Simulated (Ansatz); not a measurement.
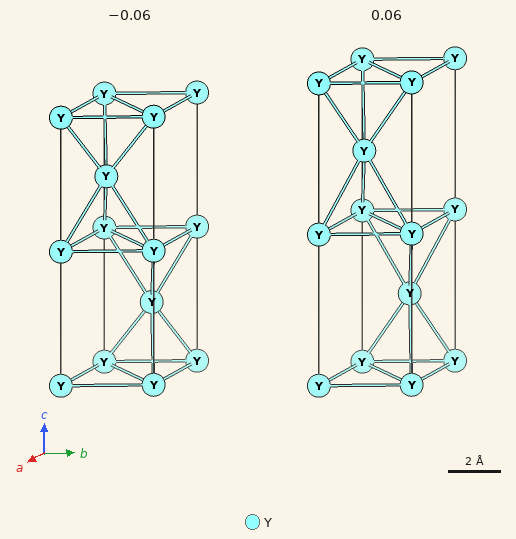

A crystal of Y (set up in P6_3/mmc), under strain along c alone (the other axes held, atoms fixed by symmetry), with energies (extrapolated to zero smearing) counted from the relaxed crystal, which is the row at zero. The picture shows the first and the last member. The picture is a ball-and-stick view of the cell of the calculation, seen slightly off an axis.

Computed with Ansatz 0.2.0: DFT PBE, scalar-relativistic, plane waves, PAW. Settings: plane-wave cutoff 420 eV; k-point mesh 18 × 18 × 6; occupations gaussian; smearing width 0.1 eV; no spin polarisation.

| strain | energy (meV/atom) | a (Å) | c (Å) |
| --- | --- | --- | --- |
| −0.06 | 31.64 | 3.598 | 10.889 |
| −0.04 | 13.26 | 3.598 | 11.120 |
| −0.02 | 2.93 | 3.598 | 11.352 |
| 0.0 | 0.00 | 3.598 | 11.584 |
| 0.02 | ? | ? | ? |
| 0.04 | 13.16 | 3.598 | 12.047 |
| 0.06 | 27.84 | 3.598 | 12.279 |

Estimate the missing row from the others, and compare with the calculation.

A parabola through three neighbouring rows (0.0, 0.04, 0.06) gives, with Lagrange weights, (0.3333)(0.00) + (1.0000)(13.16) + (−0.3333)(27.84) = 3.88 meV/atom. The calculation gives 3.60 meV/atom (a = 3.598 Å, c = 11.815 Å). The estimate is 0.28 meV/atom too high. From the first member to the last: Y–Y 3.424 → 3.707 Å.

The whole series:

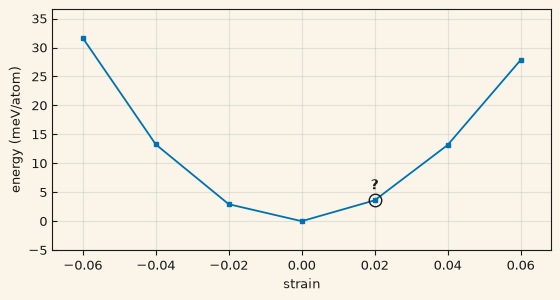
